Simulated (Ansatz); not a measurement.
# Run report: MnO, single-point calculation (part 2 of 2)

Continued. System: MnO (Fm-3m, 6 atoms in the cell). Method: DFT, PBE, PAW, plane waves, scalar-relativistic (Ansatz 0.2.0); cutoff 420 eV, 4×5×3 k-mesh, Fermi–Dirac smearing of 0.02 eV, non-collinear spins. The structure derives from an entry of the Crystallography Open Database. It belongs to a series of runs on one base structure; here: flat spiral with wave vector (1 0 0) of the cell.

Geometry of the input (Å; fractional positions):
```
2.2172  2.2172  4.4345
4.4345  2.2172  2.2172
4.4345  6.6517  2.2172
Mn 0.0000  0.0000  0.0000
Mn 0.3333  0.6667  0.6667
Mn 0.6667  0.3333  0.3333
O  0.0000  0.5000  0.5000
O  0.3333  0.1667  0.1667
O  0.6667  0.8333  0.8333
```

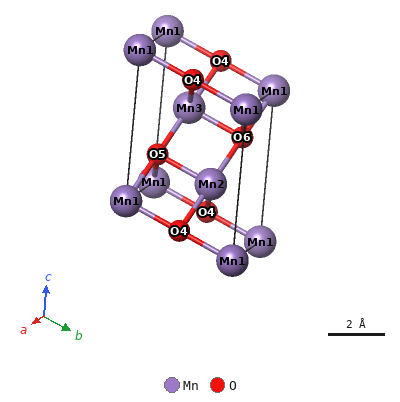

**Figure 1.** The structure as given in the input (ball-and-stick view of the reduced cell, seen slightly off an axis; atoms are numbered from 1 in the order of the input).

```
SCF converged after 19 iterations
Magnetization: |M| = 0.0082 μB,  M = (-0.0071, +0.0041, +0.0000) μB
Absolute magnetization: 13.7277 μB (∫|m|, with the PAW one-centre terms)
  site 0: m = (+4.0784, -0.0021, +0.0000) μB, |m| = 4.0784 μB  (R = 0.91 Å)
  site 1: m = (-2.0374, +3.5331, +0.0000) μB, |m| = 4.0785 μB  (R = 0.91 Å)
  site 2: m = (-2.0468, -3.5276, +0.0000) μB, |m| = 4.0784 μB  (R = 0.91 Å)
  site 3: m = (-0.0034, +0.0001, +0.0000) μB, |m| = 0.0034 μB  (R = 0.91 Å)
  site 4: m = (+0.0015, -0.0027, +0.0000) μB, |m| = 0.0031 μB  (R = 0.91 Å)
  site 5: m = (+0.0015, +0.0029, +0.0000) μB, |m| = 0.0032 μB  (R = 0.91 Å)
Free energy (F): -13398.892675 eV
Harris-Foulkes:  -13398.892675 eV  (|F-HF|=4.22e-8)
Internal energy: -13398.892258 eV  (E = F + TS)
E sigma→0 (E₀):  -13398.892467 eV
Entropy (-TS):   -0.000417 eV (-0.070 meV/atom)
Fermi energy:    13.602616 eV
--- Per-component energies (eV) ---
  E_band       = -735.381364
  E_kinetic    = 1422.605550
  E_local      = -6667.437971  (includes V_loc(G=0)·N_el)
  E_nonlocal   = 907.853901
  E_hartree    = 2674.054306
  E_xc         = -553.992348
  E_vxc        = -707.694596  (∫ρ·V_xc dr)
  E_paw        = -4397.957745  (= ΣΔE_a)
  E_vpaw       = -1038.827347  (= ΣTr[D̂ρ^β])
  E_aug_tail   = 0.007130  (compensation charges beyond the density's cutoff)
  E_ewald      = -6784.025080
  E_smearing   = -0.000417  (= −TS)
  E_closure    = 0.000000  (closes the sum)
  Σ components = -13398.892675   (vs F -13398.892675, Δ=0.00e0)
--- Forces (eV/Å), atoms counted from 1 ---
  atom   1  Mn     0.00005754    -0.00000010     0.00005527
  atom   2  Mn     0.00004513     0.00000029     0.00004411
  atom   3  Mn    -0.00010267    -0.00000029    -0.00009935
  atom   4  O     -0.00003680    -0.00000027    -0.00003809
  atom   5  O     -0.00004488    -0.00000013    -0.00004614
  atom   6  O      0.00008168     0.00000047     0.00008424
  max |Σ_I F_I| component: 4.00e-8 eV/Å
--- Stress (GPa, compression-positive) ---
        1.321882      -0.009271      -1.248524
       -0.009271       0.669059      -0.013586
       -1.248524      -0.013586       1.258144
  P = ⅓ Tr σ = 1.0830 GPa (10.830 kbar)
--- Band table (eV; the first three rows and the last of 31) ---
  k-point 0: bands = ["-68.1071", "-68.1070", "-68.1028", "-63.2938", "-63.2935", "-63.2886", "-36.9071", "-36.8887", "-36.8861", "-36.8860", "-36.8667", "-36.8666", "-36.8541", "-36.8464", "-36.8463", "-32.1838", "-32.1734", "-32.1573", "-32.1570", "-32.1464", "-32.1454", "-32.1452", "-32.1371", "-32.1369", "-6.5356", "-6.5353", "-5.5036", "-5.5023", "-5.5022", "-5.5009", "6.5786", "6.8264", "6.8267", "7.1284", "7.2810", "7.3115", "7.3116", "7.3601", "7.8485", "8.1406", "8.1410", "8.5748", "9.9911", "9.9914", "9.9959", "9.9962", "9.9972", "9.9974", "10.5780", "10.5782", "10.6716", "10.6720", "10.8382", "10.8609", "10.8616", "11.1970", "11.3043", "11.3048", "11.6129", "11.8743", "11.8755", "11.9325", "13.2364", "13.6480", "13.6489", "14.4728", "14.4729", "14.5629", "14.9948", "14.9953", "15.0043", "15.0048", "15.4539", "15.4543", "15.5189", "15.6085"]
  k-point 1: bands = ["-68.1064", "-68.1064", "-68.1042", "-63.2930", "-63.2928", "-63.2902", "-36.9010", "-36.8971", "-36.8910", "-36.8826", "-36.8700", "-36.8611", "-36.8511", "-36.8492", "-36.8464", "-32.1774", "-32.1738", "-32.1667", "-32.1642", "-32.1466", "-32.1427", "-32.1406", "-32.1370", "-32.1362", "-6.1898", "-6.1893", "-5.6416", "-5.6411", "-5.5355", "-5.5352", "5.8211", "5.8272", "6.4768", "6.5187", "7.5997", "7.6157", "7.7546", "7.8703", "7.9374", "7.9564", "8.0101", "8.3448", "8.3824", "8.5983", "9.1190", "9.1706", "9.1852", "9.2809", "10.3359", "10.7165", "10.7854", "11.0683", "11.2222", "11.2851", "11.2914", "11.3843", "11.5529", "12.0895", "12.3821", "12.4832", "12.7474", "12.9775", "12.9864", "14.0380", "14.7199", "14.7750", "15.1202", "15.2735", "15.3281", "15.3420", "15.5142", "15.5630", "15.6416", "15.6706", "15.7643", "16.3797"]
  k-point 2: bands = ["-68.1059", "-68.1056", "-68.1032", "-63.2923", "-63.2918", "-63.2889", "-36.9015", "-36.8935", "-36.8860", "-36.8819", "-36.8710", "-36.8657", "-36.8629", "-36.8578", "-36.8564", "-32.1779", "-32.1680", "-32.1650", "-32.1615", "-32.1568", "-32.1558", "-32.1488", "-32.1474", "-32.1375", "-6.1440", "-6.1437", "-5.5592", "-5.5588", "-5.5280", "-5.5277", "6.4768", "6.4854", "6.8201", "6.8287", "7.5607", "7.6235", "7.6244", "7.7689", "7.7844", "7.7907", "7.9950", "8.1679", "8.1816", "8.2802", "8.8085", "8.9610", "9.0727", "9.0990", "10.7802", "10.8226", "10.9855", "11.0007", "11.0593", "11.1307", "11.2652", "11.2768", "11.4482", "11.8971", "12.1145", "12.2022", "12.2505", "12.7063", "12.7351", "14.6220", "14.6719", "14.8488", "15.0252", "15.0568", "15.1402", "15.2751", "15.3355", "15.5453", "15.5638", "15.6332", "15.9788", "16.0630"]
  k-point 30: bands = ["-68.1064", "-68.1058", "-68.1042", "-63.2928", "-63.2921", "-63.2902", "-36.9020", "-36.8980", "-36.8856", "-36.8774", "-36.8749", "-36.8633", "-36.8548", "-36.8532", "-36.8477", "-32.1789", "-32.1740", "-32.1613", "-32.1580", "-32.1519", "-32.1469", "-32.1468", "-32.1385", "-32.1380", "-6.0881", "-6.0876", "-5.6461", "-5.6404", "-5.6379", "-5.6327", "6.1489", "6.1498", "6.6683", "6.6907", "7.4191", "7.4514", "7.8475", "7.9002", "8.0280", "8.1422", "8.3168", "8.4848", "8.4878", "8.6108", "8.6541", "8.8264", "8.9556", "8.9867", "10.4906", "10.6522", "10.9403", "11.0112", "11.1616", "11.1694", "11.1930", "11.2972", "11.4775", "12.0574", "12.3548", "12.4450", "12.4491", "12.7899", "13.0024", "14.1868", "14.6935", "14.8593", "15.0875", "15.1595", "15.2013", "15.2936", "15.4726", "15.5682", "15.6544", "15.9224", "16.0376", "16.1221"]
```

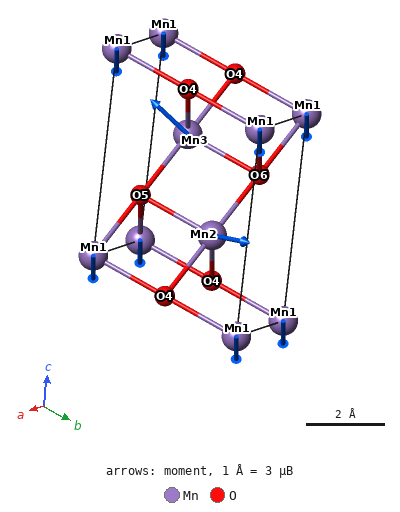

**Figure 2.** Magnetic moments of the sites as blue arrows (ball-and-stick view of the reduced cell, seen slightly off an axis; atoms are numbered from 1 in the order of the input); small moments hardly show. Site moments: all 3 Mn atoms (4.08 μB). They are counted near the atoms and needn't add up to the moment of the cell.

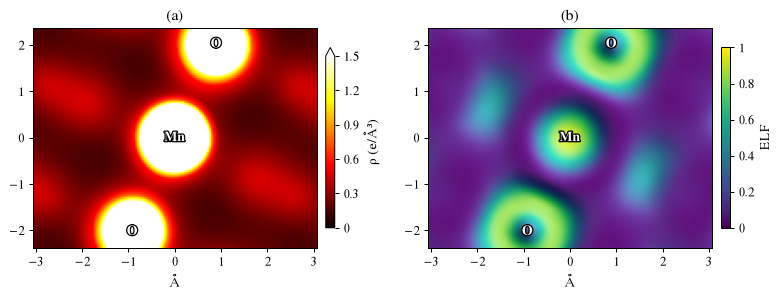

**Figure 3.** (a) valence charge density (pseudo); (b) electron localisation function on the (100) plane of the calculation cell. Atoms in the plane: Mn and O. Mn–O (2.22 Å): ρ at the midpoint is about 0.37 e/Å³; the ELF is about 0.10 at the midpoint. Away from the nuclei the density in this plane falls to 0.09 e/Å³ at its lowest. The strong features right at Mn lie inside the PAW spheres (semicore, d or f shells) and say nothing about bonding. Core electrons are frozen (PAW), so the fields are smoothed inside the atomic spheres.

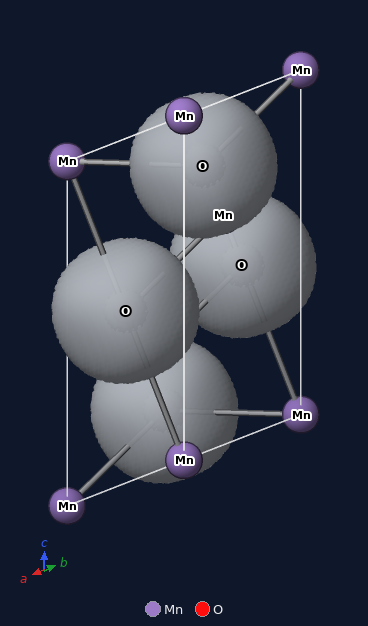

**Figure 4.** Isosurface of the ELF at 0.6 (grey), seen along [110]. Core shells and regions of very low density are left out. Sticks mark near contacts. The outline is the calculation cell. Profiles from the grid: Mn–O (2.22 Å): the ELF is about 0.10 at the midpoint.

Results in brief

| quantity | value |
| --- | --- |
| outcome | converged |
| space group (tolerance 0.01 Å) | Fm-3m (225) |
| electrons treated | 63 |
| free energy | −13398.8927 eV |
| Fermi energy | 13.603 eV |
| net moment of the cell | 0.01 μB |
| integrated absolute moment | 13.73 μB |
| pressure | 1.08 GPa |
| largest force (length of the vector) | under 0.001 eV/Å |
| wall time | 43 s (CPU time 2.8 min) |
| peak memory | 0.7 GiB |

Warnings of the run: the k-point mesh lowers the symmetry that the run can use. The k-point mesh is coarse for a cell of this size, so the results may not be converged.
